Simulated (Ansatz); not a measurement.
Si128C127 (charge +2): single-point calculation (part 2 of 3)

Si128C127 (defect cell, 255 atoms in the cell, total charge +2); DFT, HSE06, PAW, plane waves (Ansatz 0.2.0); cutoff 420 eV, 1×1×1 k-mesh, Fermi–Dirac smearing of 0.01 eV. 

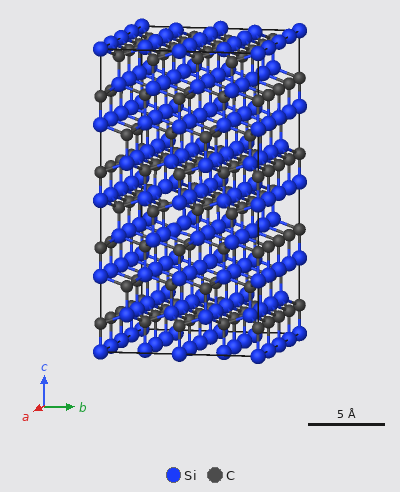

Fig. 1: The structure (ball-and-stick view of the cell of the calculation, seen slightly off an axis).

Log, continued
```
SCF iter   1: F=—  HF=-113322.713882 eV  |F-HF|=—  |Δ(HF+E_count)|=         —  Δρ=3.13e-3  dr2=2.45e0  ethr=1.77e-3  ⟨swp⟩=15.0  Hψ=4459  notcnv=0
preconditioner: auto → none  [insulator: Δε(μ)=2.230 eV  Ē_g=11.888 eV  σ=0.010 eV  W_gap=1.00  n_scr=560 (ndim 8)  ℏωp=23.0 eV  f_vac=0.000  D(μ)=0.00/eV (n_scr^D=0)]
SCF iter   2: F=—  HF=-113322.319110 eV  |F-HF|=—  |Δ(HF+E_count)|=   3.95e-1  Δρ=1.87e-3  dr2=3.66e-1  ethr=2.41e-4  ⟨swp⟩=20.0  Hψ=2125  notcnv=1
SCF iter   3: F=—  HF=-113322.268412 eV  |F-HF|=—  |Δ(HF+E_count)|=   5.07e-2  Δρ=8.15e-4  dr2=1.07e-1  ethr=3.60e-5  ⟨swp⟩=14.0  Hψ=2141  notcnv=0  defer=23
SCF iter   4: F=—  HF=-113322.257935 eV  |F-HF|=—  |Δ(HF+E_count)|=   1.05e-2  Δρ=3.82e-4  dr2=2.83e-2  ethr=1.05e-5  ⟨swp⟩=9.0  Hψ=2208  notcnv=0  defer=63
iter 5 solved again at ethr=1.71e-7 eV; its pass at ethr=2.78e-6 eV (dr2=1.74e-3 eV) is discarded
SCF iter   5: F=—  HF=-113322.254199 eV  |F-HF|=—  |Δ(HF+E_count)|=   3.74e-3  Δρ=1.16e-4  dr2=1.65e-3  ethr=1.71e-7  ⟨swp⟩=7.0  Hψ=3848  notcnv=0  defer=20
SCF iter   6: F=-113322.253920 eV  HF=-113322.253950 eV  |F-HF|=3.07e-5  |Δ(HF+E_count)|=   2.49e-4  Δρ=3.96e-5  dr2=5.11e-5  ethr=1.62e-7  ⟨swp⟩=6.0  Hψ=1440  notcnv=0  defer=21
SCF 1 stopped early in 6 iterations: F = -113322.253920 eV  dr2 = 5.11e-5
  greatest PAW one-centre occupation: 0.648 electrons in one spin orbital (limit 2), on the C atom at site 180 (counted from 0), in its partial waves of l = 0
Initial density: handed on by an earlier stage of this run
Initial wavefunctions: those handed on with the density
Functional: x = pbe(κ = 0.804, μ = 0.2195149727645171) + 0.25 (exact − pbe) at short range (hse, ω = 0.20786987370883472 Å⁻¹), c = pbe(β = 0.06672455060314922); HSE06 as pw.x's `hse` composes it (authors' and Libxc's form: `xc: wpbeh`)
Exchange kernel: α = 0.2500, screened, ω = 0.2079 Å⁻¹, Wigner–Seitz truncation, v(0) = 987.1339 eV·Å³, q-mesh 1×1×1, nearest image of the exchange supercell L = 10.66 Å, pair-density grid 60×54×96, without the augmentation charges, whose exchange is taken in its separable form (sized by the pseudopotential files, 81×75×135 at the most), smooth part of the exchange summed in real space on grids 56×
Frozen-core exchange: fock
SCF iter   1: F=—  HF=-113403.410986 eV  |F-HF|=—  |Δ(HF+E_count)|=         —  Δρ=5.67e-3  dr2=5.44e-1  ethr=5.02e-8  ⟨swp⟩=15.0  Hψ=5657  notcnv=0
preconditioner: auto → none  [insulator: Δε(μ)=2.474 eV  Ē_g=13.641 eV  σ=0.010 eV  W_gap=1.00  n_scr=560 (ndim 8)  ℏωp=23.0 eV  f_vac=0.000  D(μ)=0.00/eV (n_scr^D=0)]
SCF iter   2: F=—  HF=-113403.213317 eV  |F-HF|=—  |Δ(HF+E_count)|=   1.98e-1  Δρ=2.64e-3  dr2=1.20e-1  ethr=5.02e-8  ⟨swp⟩=5.0  Hψ=3300  notcnv=0
SCF iter   3: F=—  HF=-113403.517440 eV  |F-HF|=—  |Δ(HF+E_count)|=   3.04e-1  Δρ=8.78e-4  dr2=7.72e-2  ethr=5.02e-8  ⟨swp⟩=6.0  Hψ=3726  notcnv=0
SCF iter   4: F=—  HF=-113403.548467 eV  |F-HF|=—  |Δ(HF+E_count)|=   3.10e-2  Δρ=8.51e-4  dr2=2.54e-1  ethr=5.02e-8  ⟨swp⟩=7.0  Hψ=3759  notcnv=0  recentre
SCF iter   5: F=—  HF=-113403.504257 eV  |F-HF|=—  |Δ(HF+E_count)|=   4.42e-2  Δρ=3.51e-4  dr2=2.20e-2  ethr=5.02e-8  ⟨swp⟩=6.0  Hψ=3596  notcnv=0
SCF iter   6: F=—  HF=-113403.500459 eV  |F-HF|=—  |Δ(HF+E_count)|=   3.80e-3  Δρ=1.06e-4  dr2=1.67e-3  ethr=5.02e-8  ⟨swp⟩=5.0  Hψ=2381  notcnv=0
SCF iter   7: F=—  HF=-113403.504260 eV  |F-HF|=—  |Δ(HF+E_count)|=   3.80e-3  Δρ=1.19e-4  dr2=5.51e-4  ethr=5.02e-8  ⟨swp⟩=6.0  Hψ=2155  notcnv=0
SCF iter   8: F=-113403.504109 eV  HF=-113403.504120 eV  |F-HF|=1.09e-5  |Δ(HF+E_count)|=   1.40e-4  Δρ=2.95e-5  dr2=4.76e-5  ethr=5.02e-8  ⟨swp⟩=2.0  Hψ=1273  notcnv=0
SCF 2 stopped early in 8 iterations: F = -113403.504109 eV  dr2 = 4.76e-5
  Residual-converged pass: ⟨swp⟩=4.0  Hψ=2167  notcnv=0  max |occ|·‖R‖ = 5.3e-6 eV (tolerance 6.7e-6 eV)  dr2=4.70e-5  dr2_onsite=3.63e-7  max |Δocc| = 0.0e0
  greatest PAW one-centre occupation: 0.649 electrons in one spin orbital (limit 2), on the C atom at site 180 (counted from 0), in its partial waves of l = 0
hybrid outer 1: dexx = +3.498e-1 eV, tail = 1.56e-4 eV
SCF iter   1: F=—  HF=-113403.501587 eV  |F-HF|=—  |Δ(HF+E_count)|=         —  Δρ=1.52e-5  dr2=2.47e-5  ethr=7.68e-8  ⟨swp⟩=14.0  Hψ=2440  notcnv=0
preconditioner: auto → none  [insulator: Δε(μ)=2.387 eV  Ē_g=13.647 eV  σ=0.010 eV  W_gap=1.00  n_scr=560 (ndim 8)  ℏωp=23.0 eV  f_vac=0.000  D(μ)=0.00/eV (n_scr^D=0)]
SCF iter   2: F=—  HF=-113403.501586 eV  |F-HF|=—  |Δ(HF+E_count)|=   9.33e-7  Δρ=6.88e-6  dr2=1.23e-5  ethr=2.29e-9  ⟨swp⟩=3.0  Hψ=1647  notcnv=0
SCF iter   3: F=—  HF=-113403.501584 eV  |F-HF|=—  |Δ(HF+E_count)|=   1.96e-6  Δρ=4.02e-6  dr2=3.52e-7  ethr=1.08e-9  ⟨swp⟩=3.0  Hψ=1287  notcnv=0
SCF iter   4: F=—  HF=-113403.501585 eV  |F-HF|=—  |Δ(HF+E_count)|=   1.25e-6  Δρ=2.71e-6  dr2=2.77e-7  ethr=1.99e-11  ⟨swp⟩=10.0  Hψ=2762  notcnv=0  defer=1
SCF iter   5: F=-113403.501585 eV  HF=-113403.501585 eV  |F-HF|=9.97e-9  |Δ(HF+E_count)|=   4.80e-8  Δρ=8.41e-7  dr2=1.75e-8  ethr=1.99e-11  ⟨swp⟩=3.0  Hψ=1517  notcnv=0
SCF 3 converged in 5 iterations: F = -113403.501585 eV  dr2 = 1.75e-8
  Residual-converged pass: ⟨swp⟩=2.0  Hψ=1273  notcnv=0  max |occ|·‖R‖ = 2.7e-6 eV (tolerance 5.0e-6 eV)  dr2=1.80e-8  dr2_onsite=4.11e-10  max |Δocc| = 0.0e0
```

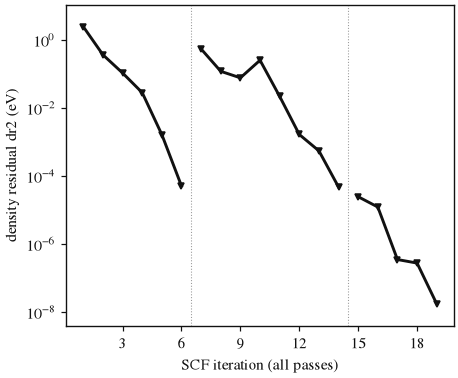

Fig. 2: Convergence of the self-consistent field: density residual dr2 against the SCF iteration. The run starts with a semilocal functional; after that each stretch between dotted lines is one SCF of the hybrid functional between two exact rebuilds of the exchange operator by the outer loop. Early passes are stopped at a loose threshold. The passes take 6, 8 and 5 iterations.

```
hybrid outer 2: dexx = +1.464e-6 eV, tail = 4.20e-8 eV, Δε = 9.13e-4 eV (about 1.98e-5 eV left of the loop's levels), ΔF = 2.67e-3 eV/Å (tail 2.20e-4)
NSCF: frozen V_eff on 1 k-points
hybrid SCF converged: 2 outer / 13 inner (+6 warm-up), last move |dexx| = 1.46e-6 eV, tail = 4.20e-8 eV
Stability not checked: this state was not tested for a lower state beside it, because the functional holds exact exchange (a hybrid, or Hartree-Fock), whose exchange loop this test does not read (fock_operator; see scf.lower_state_search)
Free energy (F): -113403.501585 eV
Harris-Foulkes:  -113403.501585 eV  (|F-HF|=9.97e-9)
Internal energy: -113403.501585 eV  (E = F + TS)
E sigma→0 (E₀):  -113403.501585 eV
Fermi energy:    10.108647 eV
--- Per-component energies (eV) ---
  E_band       = 2413.802977
  E_kinetic    = 17241.151302
  E_local      = -13419.254422  (includes V_loc(G=0)·N_el)
  E_nonlocal   = 6439.722340
  E_hartree    = 4221.354396
  E_xc         = -10915.273636
  E_vxc        = -11237.877686  (∫ρ·V_xc dr)
  E_exx        = -1931.647286  (= α·E_x^exact, valence–valence)
  E_paw        = -78888.787397  (= ΣΔE_a)
  E_vpaw       = -1189.348657  (= ΣTr[D̂ρ^β])
  E_aug_tail   = 0.001598  (compensation charges beyond the density's cutoff)
  E_ewald      = -36141.014903
  E_core_change = -9.753608  (= ΣΔE_core)
  E_smearing   = -0.000000  (= −TS)
  E_closure    = 0.000031  (closes the sum)
  E_deformation_potential = 36.093577  (in the stress; not in F)
  Σ components = -113403.501585   (vs F -113403.501585, Δ=0.00e0)
--- Forces (eV/Å), atoms counted from 1 ---
  atom   1  Si    -0.00241063     0.00095725    -0.01857822
  atom   2  Si    -0.00102282     0.00126352    -0.00075114
  atom   3  Si    -0.00148159     0.00284391    -0.02289684
  atom   4  Si    -0.00355597     0.00366889     0.00436414
  atom   5  Si    -0.00107323    -0.00091661    -0.02324400
  atom   6  Si     0.00019084    -0.00395797     0.00388921
  atom   7  Si     0.00046892     0.00131364    -0.01720184
  atom   8  Si     0.00073368     0.00030339     0.00099202
  atom   9  Si     0.00048271    -0.00408237    -0.02285092
  atom  10  Si    -0.00150597    -0.00325961     0.00351876
  atom  11  Si    -0.01584661    -0.01011648    -0.04676449
  atom  12  Si    -0.00696302    -0.00439978     0.00385692
  atom  13  Si    -0.00656642     0.00257776    -0.02047585
  atom  14  Si    -0.00484510     0.00246400     0.00200496
  atom  15  Si    -0.00431774     0.00005732    -0.01808069
  atom  16  Si    -0.00320175    -0.00038065     0.00000102
  atom  17  Si     0.00322454     0.00288416    -0.02311998
  atom  18  Si     0.00263613     0.00245451     0.00515019
  atom  19  Si     0.01604235    -0.01046466    -0.04841462
  atom  20  Si     0.00489942    -0.00402205     0.00210140
  atom  21  Si     0.00005736     0.01855115    -0.04628712
  atom  22  Si     0.00015239     0.00604604     0.00250957
  atom  23  Si     0.00115037     0.00025167    -0.02345800
  atom  24  Si     0.00205494    -0.00049766     0.00445572
  atom  25  Si     0.00007854    -0.00295857    -0.02363688
  atom  26  Si    -0.00082738    -0.00418603     0.00306381
  atom  27  Si     0.00544999     0.00313791    -0.02246705
  atom  28  Si     0.00290521     0.00124047     0.00247385
  atom  29  Si    -0.00144490    -0.00152924    -0.02546984
  atom  30  Si    -0.00105189     0.00026474     0.00507444
  atom  31  Si     0.00196858     0.00148404    -0.01850886
  atom  32  Si     0.00187487     0.00196261     0.00188237
  atom  33  Si    -0.00022567    -0.00010544    -0.00819389
  atom  34  Si     0.00165777    -0.00301204     0.00788251
  atom  35  Si    -0.00415551    -0.00333515    -0.00834530
  atom  36  Si    -0.01295086    -0.00636116     0.02538785
  atom  37  Si     0.00004051    -0.00215268    -0.00951987
  atom  38  Si    -0.00729747    -0.00168716     0.00965024
  atom  39  Si    -0.00059562     0.00031831    -0.00738617
  atom  40  Si    -0.00063822     0.00066544     0.00659459
  atom  41  Si     0.00050589    -0.00018566    -0.01319137
  atom  42  Si    -0.00140409    -0.00358351     0.01399681
  atom  43  Si     0.00011079    -0.00028763    -0.01353574
  atom  44  Si    -0.00675481    -0.00084740     0.01338596
  atom  45  Si     0.00068016     0.00215492    -0.01055267
  atom  46  Si    -0.00423631     0.00242458     0.00794070
  atom  47  Si     0.00132178     0.00081434    -0.00955392
  atom  48  Si    -0.00262709    -0.00144886     0.00696455
  atom  49  Si     0.00653636    -0.00131232    -0.00501072
  atom  50  Si     0.01988123    -0.00904869     0.02868503
  atom  51  Si     0.00076815    -0.00231573    -0.01455856
  atom  52  Si     0.00548660     0.00164981     0.01168474
  atom  53  Si     0.00156443     0.00560819    -0.00554896
  atom  54  Si    -0.00023290     0.01771805     0.02560155
  atom  55  Si    -0.00076653    -0.00301061    -0.01094838
  atom  56  Si    -0.00604634    -0.00078171     0.01204699
  atom  57  Si     0.00190716    -0.00256181    -0.00857126
  atom  58  Si     0.00651631     0.00036281     0.00756017
  atom  59  Si     0.00005150     0.00210058    -0.00973732
  atom  60  Si     0.00510319     0.00450540     0.00757568
  atom  61  Si     0.00259170    -0.00097224    -0.00971780
  atom  62  Si     0.00602014     0.00067148     0.01126366
  atom  63  Si     0.00075526    -0.00048905    -0.00774777
  atom  64  Si     0.00347079    -0.00304024     0.00737214
  atom  65  Si    -0.00502594    -0.00216423    -0.00602883
  atom  66  Si    -0.00079791     0.00059371     0.00219633
  atom  67  Si     0.00087191     0.00334131    -0.00220501
  atom  68  Si     0.00084650    -0.00247297     0.00436450
  atom  69  Si    -0.00184732    -0.01404227    -0.00999661
  atom  70  Si    -0.00194889    -0.00061146     0.00254423
  atom  71  Si    -0.01614834     0.00840063    -0.00659491
  atom  72  Si    -0.00210854    -0.00147755     0.00124566
  atom  73  Si    -0.01058185     0.00449171    -0.00952308
  atom  74  Si    -0.00128212     0.00115623     0.00288634
  atom  75  Si    -0.00158589    -0.00066552    -0.00642953
  atom  76  Si    -0.00208527     0.00038051     0.00355940
  atom  77  Si     0.00116441    -0.01414851    -0.01082802
  atom  78  Si     0.00084148    -0.00231628     0.00258549
  atom  79  Si    -0.00117051    -0.00003696    -0.23470164
  atom  80  Si    -0.00198738    -0.00089083     0.00302840
  atom  81  Si    -0.01081281     0.00397537    -0.01069043
  atom  82  Si    -0.00159597    -0.00032768     0.00239849
  atom  83  Si    -0.00762712    -0.00035512    -0.00203449
  atom  84  Si    -0.00161975     0.00094096     0.00443460
  atom  85  Si     0.00421980    -0.00306164    -0.00946913
  atom  86  Si    -0.00128574     0.00017739     0.00119746
  atom  87  Si     0.01173967     0.00643382    -0.01041860
  atom  88  Si     0.00036938    -0.00078678     0.00361906
  atom  89  Si     0.01043632     0.00458791    -0.01133727
  atom  90  Si    -0.00071572     0.00249641     0.00352929
  atom  91  Si    -0.00162142    -0.00318087    -0.01333591
  atom  92  Si     0.00001353    -0.00102351     0.00228376
  atom  93  Si     0.00675738     0.00404403    -0.00609164
  atom  94  Si    -0.00004889     0.00182948     0.00363417
  atom  95  Si     0.00593042    -0.00175566    -0.00211263
  atom  96  Si     0.00005111     0.00112075     0.00494891
  atom  97  Si     0.00113663    -0.00375293    -0.00785123
  atom  98  Si     0.00054292    -0.00209720    -0.01079725
  atom  99  Si    -0.02249428    -0.02275813    -0.00938349
  atom 100  Si    -0.00050979    -0.00207772    -0.00983602
  atom 101  Si    -0.02865188     0.00135662    -0.01044124
  atom 102  Si    -0.00136710    -0.00146567    -0.00944889
  atom 103  Si    -0.00444629    -0.00529247    -0.00961476
  atom 104  Si     0.00063789    -0.00101217    -0.00863289
  atom 105  Si    -0.00177774     0.00080671    -0.00729423
  atom 106  Si    -0.00026553    -0.00083789    -0.01098798
  atom 107  Si    -0.16913677    -0.09428801     0.05693552
  atom 108  Si    -0.00025415    -0.00076785    -0.01102597
  atom 109  Si    -0.00862373     0.00013918    -0.00917643
  atom 110  Si    -0.00027992    -0.00077873    -0.01091364
  atom 111  Si     0.00063522    -0.00182698    -0.01091614
  atom 112  Si    -0.00092060     0.00206381    -0.00915668
  atom 113  Si     0.01503161    -0.02172223    -0.00937667
  atom 114  Si     0.00080157    -0.00261786    -0.01097391
  atom 115  Si     0.17806429    -0.10019373     0.06603515
  atom 116  Si     0.00139349    -0.00063689    -0.01109268
  atom 117  Si     0.00386386     0.21381795     0.06500639
  atom 118  Si     0.00076424     0.00016751    -0.01151634
  atom 119  Si    -0.02233392     0.02329950    -0.00668725
  atom 120  Si    -0.00192165     0.00110820    -0.00871828
  atom 121  Si     0.02382684    -0.00174811    -0.00527156
  atom 122  Si     0.00165579     0.00007544    -0.00770959
  atom 123  Si     0.00977105     0.00483642    -0.00655795
  atom 124  Si    -0.00010606    -0.00029074    -0.01102459
  atom 125  Si     0.02045757     0.02421248    -0.00561079
  atom 126  Si     0.00255519     0.00181907    -0.00925826
  atom 127  Si    -0.00331846    -0.00311979    -0.01168498
  atom 128  Si     0.00115506     0.00147455    -0.01011909
  atom 129  C     -0.00053046     0.00128208     0.00995138
  atom 130  C     -0.00114164    -0.00018001     0.00213283
  atom 131  C      0.00078523     0.00157793     0.00805678
  atom 132  C      0.00205846     0.00642250    -0.00313431
  atom 133  C      0.00071796     0.00144092     0.00736668
  atom 134  C      0.00405721    -0.00501929    -0.00291828
  atom 135  C      0.00010970    -0.00033050     0.01107106
  atom 136  C     -0.00083603    -0.00158822     0.00071234
  atom 137  C     -0.00081738     0.00323166     0.01149532
  atom 138  C      0.00043179     0.01207994    -0.00911766
  atom 139  C      0.00124415     0.00125285     0.01099666
  atom 140  C      0.01845272     0.01350074    -0.06477453
  atom 141  C      0.00160609    -0.00138386     0.01178009
  atom 142  C      0.01110853    -0.00544501    -0.00711721
  atom 143  C      0.00083268    -0.00077326     0.01106089
  atom 144  C      0.00293430    -0.00068329     0.00340390
  atom 145  C     -0.00028087     0.00008334     0.00864774
  atom 146  C     -0.00211016     0.00782059    -0.00408931
  atom 147  C     -0.00176746     0.00106011     0.01201033
  atom 148  C     -0.02183619     0.01301905    -0.07072254
  atom 149  C     -0.00039021    -0.00094727     0.01147894
  atom 150  C      0.00156006    -0.02448609    -0.06966517
  atom 151  C     -0.00000778     0.00101685     0.00795089
  atom 152  C      0.01068054    -0.00100398    -0.00460718
  atom 153  C     -0.00227104     0.00103746     0.00651343
  atom 154  C     -0.00697238    -0.00423839    -0.00377201
  atom 155  C     -0.00291109    -0.00151561     0.01288359
  atom 156  C     -0.01419047    -0.00750372    -0.00892063
  atom 157  C     -0.00227366    -0.00000959     0.00868253
  atom 158  C     -0.00840963    -0.00111633    -0.00471674
  atom 159  C     -0.00056930    -0.00081590     0.01032101
  atom 160  C     -0.00284232    -0.00089279     0.00108287
  atom 161  C     -0.00039989     0.00169833     0.01531618
  atom 162  C      0.00003207     0.00013581    -0.00201570
  atom 163  C      0.01320285     0.00761541     0.01818986
  atom 164  C      0.00226770    -0.00286908    -0.00291380
  atom 165  C      0.01220604     0.00593853     0.01738115
  atom 166  C     -0.00102956     0.00156585    -0.00361917
  atom 167  C      0.00113553    -0.00178584     0.01526665
  atom 168  C     -0.00009407     0.00038684    -0.00472038
  atom 169  C      0.00060458     0.01316522     0.02024008
  atom 170  C      0.00089118     0.00018123    -0.00392515
  atom 171  C      0.05589997     0.03230029     0.06636894
  atom 172  C      0.00238359     0.00117852    -0.00564325
  atom 173  C      0.01492950    -0.00781954     0.01868545
  atom 174  C      0.00159905     0.00006772    -0.00484887
  atom 175  C      0.00581365    -0.00147936     0.01557840
  atom 176  C      0.00176828    -0.00022269    -0.00326430
  atom 177  C     -0.01090776     0.00711190     0.01908027
  atom 178  C     -0.00120719    -0.00237004    -0.00256245
  atom 179  C     -0.05315294     0.03284144     0.07178701
  atom 180  C     -0.00088251     0.00052390    -0.00528903
  atom 181  C      0.00184226    -0.06442696     0.07547967
  atom 182  C      0.00058588    -0.00099551    -0.00708986
  atom 183  C      0.00649313    -0.00985300     0.02042018
  atom 184  C     -0.00065149    -0.00048712    -0.00403222
  atom 185  C     -0.01235115     0.00584382     0.01933419
  atom 186  C      0.00178725     0.00190796    -0.00254336
  atom 187  C     -0.01545439    -0.00914473     0.02033591
  atom 188  C     -0.00055114     0.00042505    -0.00521507
```
